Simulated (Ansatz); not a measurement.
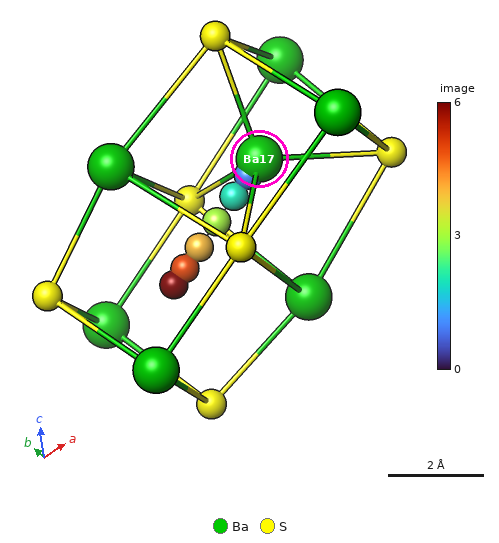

A search for the minimum-energy path of a defect cell of composition Ba₉S₈ (17 atoms in the cell) by the nudged elastic band. Images are numbered from 0 (start) to 6 (end). The start is drawn whole; smaller spheres mark the moving atoms (Ba) in the later images, joined by lines and coloured by the number of the image. A ball-and-stick model of the atoms within 4.6 Å of the middle of the path, seen slightly off an axis. The moving atom is ringed, with any periodic copies. Bonds to atoms that aren't drawn are left out.

All numbers below come from DFT PBE, scalar-relativistic, plane waves, PAW in Ansatz.

The input:
```yaml
crystal:
  lattice:
    - [6.4285179485, 0.0, 6.4285179485]
    - [0.0, -6.4285179485, 6.4285179485]
    - [6.4285179485, -6.4285179485, 0.0]
  atoms:
    - { symbol: Ba, position: [-0.0002138069, 0.4997408605, 0.4998674355] }
    - { symbol: Ba, position: [-0.0002020946, 0.0001666954, 0.4998853387] }
    - { symbol: Ba, position: [0.5001866909, 0.499783095, 0.4998413832] }
    - { symbol: Ba, position: [0.5195056688, 0.0195952347, 0.440895441] }
    - { symbol: Ba, position: [-0.0001866909, 0.4998333046, 1.0001146613] }
    - { symbol: Ba, position: [-0.0593831431, 0.0196539589, 1.0196457686] }
    - { symbol: Ba, position: [0.5197550642, 0.4403496646, 1.0197741148] }
    - { symbol: Ba, position: [0.5197318961, 0.0196631923, 1.0197558538] }
    - { symbol: S, position: [0.7549009802, 0.7349515536, 0.2549571068] }
    - { symbol: S, position: [0.7549006221, 0.2547277528, 0.2549606557] }
    - { symbol: S, position: [0.2457840609, 0.7457360497, 0.2623113568] }
    - { symbol: S, position: [0.2349768724, 0.2548109121, 0.2549505823] }
    - { symbol: S, position: [0.7620111021, 0.7458309324, 0.745900457] }
    - { symbol: S, position: [0.7549143983, 0.2548234514, 0.7349954406] }
    - { symbol: S, position: [0.2459183799, 0.745917654, 0.7459465148] }
    - { symbol: S, position: [0.2459371103, 0.2617336524, 0.7459610047] }
    - { symbol: Ba, position: [0.3749370759, 0.8746152803, 0.8753422723] }
basis:
  ecutwfc: 420
  xc_grid: 2
kpoints:
  mp_grid: { grid: [2, 2, 2], shift: [0.0, 0.0, 0.0] }
hamiltonian:
  xc: pbe
scf:
  occupations: { method: gaussian, width: 0.02 }
output:
  forces: true
neb:
  images: 5
  f_tol: 0.05
  max_iterations: 70
  order_check: false
  final_atoms:
    - { symbol: Ba, position: [-0.0200036556, 0.559104559, 0.4804943312] }
    - { symbol: Ba, position: [-0.0201211564, -0.0197741148, 0.4802449358] }
    - { symbol: Ba, position: [0.4998111692, 0.5001586168, 0.4998133091] }
    - { symbol: Ba, position: [0.5591509422, -0.0197558538, 0.4802681039] }
    - { symbol: Ba, position: [-0.000605511, 0.5001325645, 1.0002138069] }
    - { symbol: Ba, position: [-0.0200834156, -0.0196457686, 1.0593831431] }
    - { symbol: Ba, position: [0.4998499394, 0.5001146613, 1.0002020946] }
    - { symbol: Ba, position: [0.499761275, -0.0001146613, 1.0001866909] }
    - { symbol: S, position: [0.7448096406, 0.7450428932, 0.2450990198] }
    - { symbol: S, position: [0.7447332903, 0.2650045594, 0.2450856017] }
    - { symbol: S, position: [0.2645890306, 0.7450393443, 0.2450993779] }
    - { symbol: S, position: [0.2537424915, 0.254099543, 0.2379888979] }
    - { symbol: S, position: [0.7447383668, 0.7450494177, 0.7650231276] }
    - { symbol: S, position: [0.7377825487, 0.2540534852, 0.7540816201] }
    - { symbol: S, position: [0.2538314674, 0.7376886432, 0.7542159391] }
    - { symbol: S, position: [0.2536317673, 0.2540389953, 0.7540628897] }
    - { symbol: Ba, position: [0.1248946284, 1.1246577277, 0.6250629241] }
```

Command:
```bash
ansatz run input.yaml --threads 4 --pin off --max-ram 8192MiB --backend cpu --events-out ev --progress --plain --runs-dir out
```

Describe the path and its energy.

A Ba atom travels furthest, 3.22 Å from end to end, along [−1 1 −1], on a straight line. At the highest image its nearest neighbour (S) is 2.75 Å away, against 2.87 Å at the start, and the surrounding atoms stand up to 0.41 Å off the mean of their end positions. The barrier is about 1.67 eV in both directions, with image 3 at the top; the ends have the same energy. The band converged in 5 iterations. The largest component of the band force went from 5 to 0.022 eV/Å. The climbing image converged on the top of the path. Its curvatures weren't checked.

The run took 2.4 min on 4 threads of Intel(R) Xeon(R) Platinum 8488C (Sapphire Rapids), with other jobs on the host, peak memory 2.9 GiB.
